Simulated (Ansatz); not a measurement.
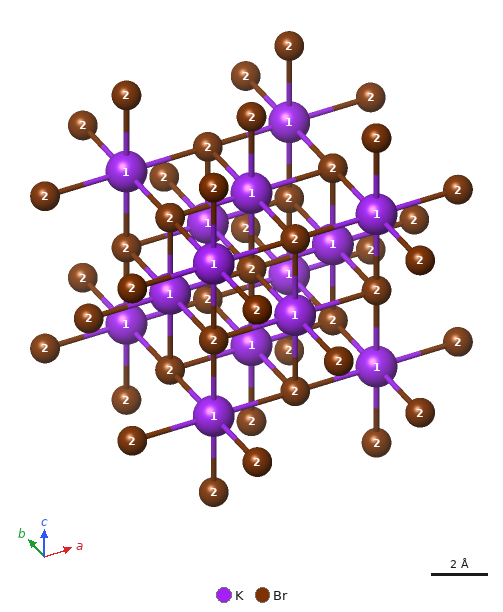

Reference structure: solid KBr (built on the rocksalt type) at its r2SCAN-relaxed geometry. Style: ball-and-stick. Shown: the conventional cell (4 times the calculation's cell), from a free direction. Lengths and directions refer to the drawn axes.

Theory: DFT, r2SCAN, plane waves, PAW (Ansatz 0.2.0). Settings: plane-wave cutoff 500 eV; k-point mesh 6 × 6 × 6; occupations fixed; no spin polarisation.

Change: All lengths are scaled by −5.0 % (volume −14.3 %). The atoms were relaxed with r2SCAN under that strain, and this is a single point on that geometry.

Input
```yaml
crystal:
  lattice:
    - [0.0, 3.1371354424, 3.1371354424]
    - [3.1371354424, 0.0, 3.1371354424]
    - [3.1371354424, 3.1371354424, 0.0]
  atoms:
    - { symbol: K, position: [0.0, 0.0, 0.0] }
    - { symbol: Br, position: [0.5, 0.5, 0.5] }
kpoints:
  mp_grid: { grid: [6, 6, 6] }
  band_path:
    path:
      - [0.0, 0.0, 0.0]
      - [0.5, 0.0, 0.5]
      - [0.625, 0.25, 0.625]
      - [0.375, 0.375, 0.75]
      - [0.5, 0.5, 0.5]
      - [0.5, 0.25, 0.75]
    npoints: 1
hamiltonian:
  xc: r2scan
scf:
  occupations: { method: fixed }
  n_extra_bands: 4
output:
  forces: true
  stress: true
  eigenvalues: true
  write_density: true
  write_potential: true
  elf: true
  volumetric_format: npy
```

Run as
```bash
ansatz run input.yaml --threads 4 --pin off --max-ram 4608MiB --backend cpu --events-out ev --progress --plain --runs-dir out
```

Q: Predict the response.

A: Among the bonded contacts that change: Br–K 3.302 → 3.137 Å. The space group stays Fm-3m (No. 225). Energy change: +50.8 meV per atom. Pressure: 0.0 GPa before, 3.6 GPa after. All forces vanish by symmetry. The band gap goes from 5.07 to 5.56 eV.

The changed structure in the same view:

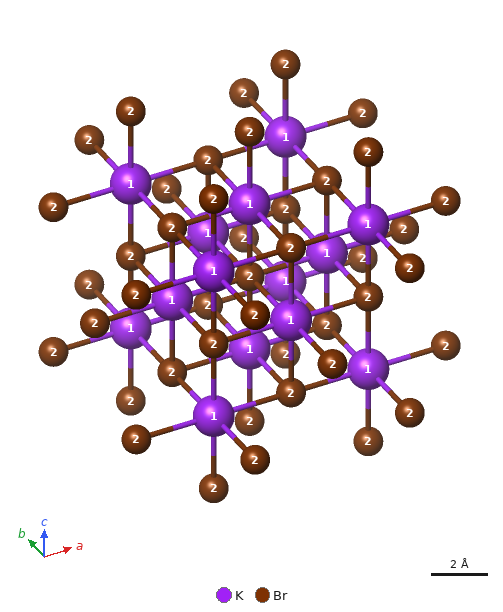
